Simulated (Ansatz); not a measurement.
GaP

Input

```
crystal:
  lattice:
    - [0.0, 2.72525, 2.72525]
    - [2.72525, 0.0, 2.72525]
    - [2.72525, 2.72525, 0.0]
  atoms:
    - { symbol: Ga, position: [0.0, 0.0, 0.0] }
    - { symbol: P, position: [0.75, 0.75, 0.75] }
hamiltonian:
  xc: pbe
  pseudopotentials: { kind: paw }
kpoints:
  mp_grid: { grid: [8, 8, 8] }
scf:
  occupations: { method: fermi_dirac, width: 0.05 }
output:
  forces: true
  stress: true
  eigenvalues: true
  write_density: true
  write_potential: true
  elf: true
  volumetric_format: npy
relax:
  f_tol: 0.01
  max_steps: 40
  cell: { stress_tol: 0.05 }
```

Launched as:

```sh
ansatz run input.yaml --threads 2 --pin off --max-ram 5632MiB --backend cpu --events-out ev --progress --plain --runs-dir out
```

Below, planes, directions and counts refer to the conventional cell (a = 5.51 Å, b = 5.51 Å, c = 5.51 Å, α = 90.00°, β = 90.00°, γ = 90.00°).

The fields are those of the run's last geometry, not of the input's.

Space group F-43m.

Computed with Kohn-Sham DFT of a periodic cell, PBE, Ansatz PAW (Ansatz 0.2.0).

In a PAW calculation such maps are meaningful between the atoms, not at the nuclei.

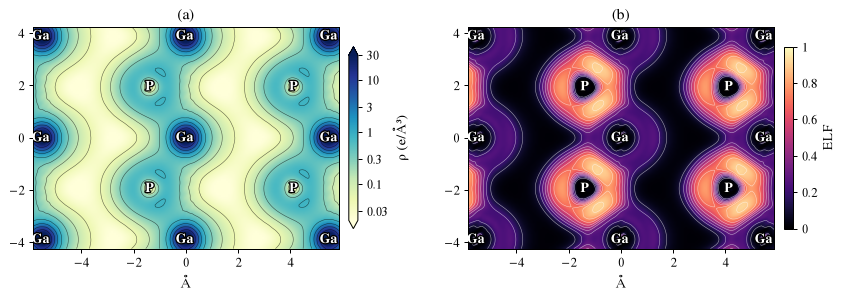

Figure 1. (a) valence pseudo-density; (b) ELF on the (110) plane of the conventional cell.

What does the map show?

The plane passes through Ga and P nuclei. Ga–P (2.38 Å): ρ at the midpoint is about 0.53 e/Å³; the ELF peaks at about 0.90 in the valence shell of P, 0.9 Å from its nucleus, and is about 0.75 at the midpoint. Between the atoms the lowest density in this plane is 0.02 e/Å³. The features right at Ga lie inside the PAW spheres, where the map follows smoothed inner orbitals and isn't to be read closely.

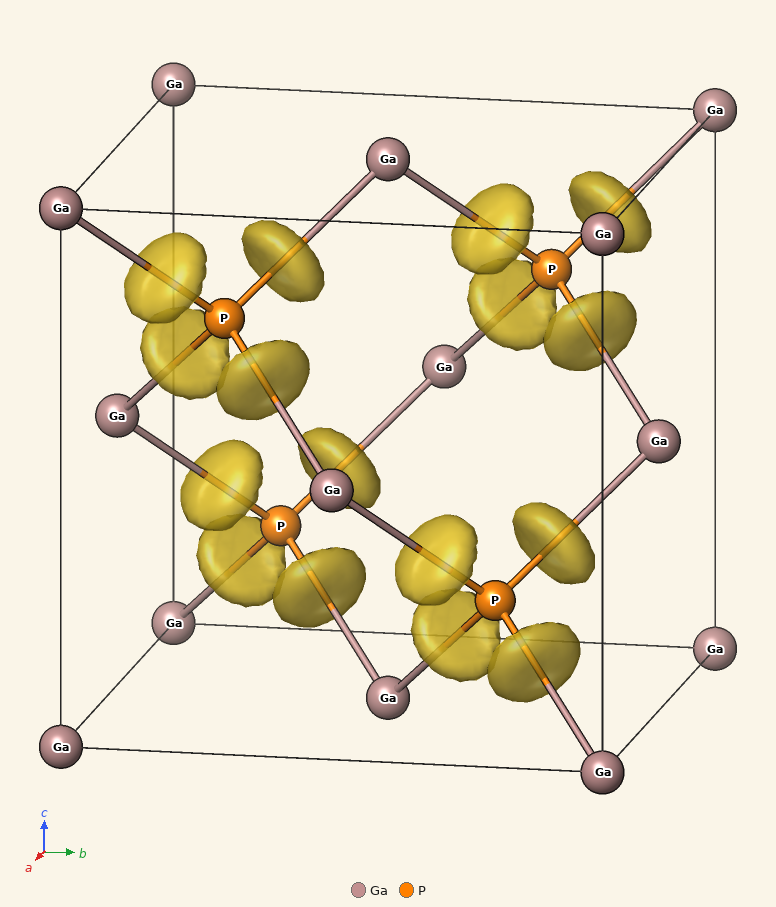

Figure 2. Isosurface of the electron localisation function at 0.85 (yellow), seen slightly off an axis. Only the valence region is drawn (cores and ρ < 0.01 e/Å³ removed). Sticks mark near contacts.

Where are the electrons localised?

At this value the surface marks out 16 lobes of the valence shell of P pointing towards Ga (polar bonds), counted in one cell of 8 atoms. Any copies at cell faces, edges or corners count once.

Does the calculation make it a metal, or give it a gap?

It is gapped, with a Kohn–Sham gap of 1.6 eV on the k-point mesh (the band edges may lie off the mesh, which would make the gap smaller).
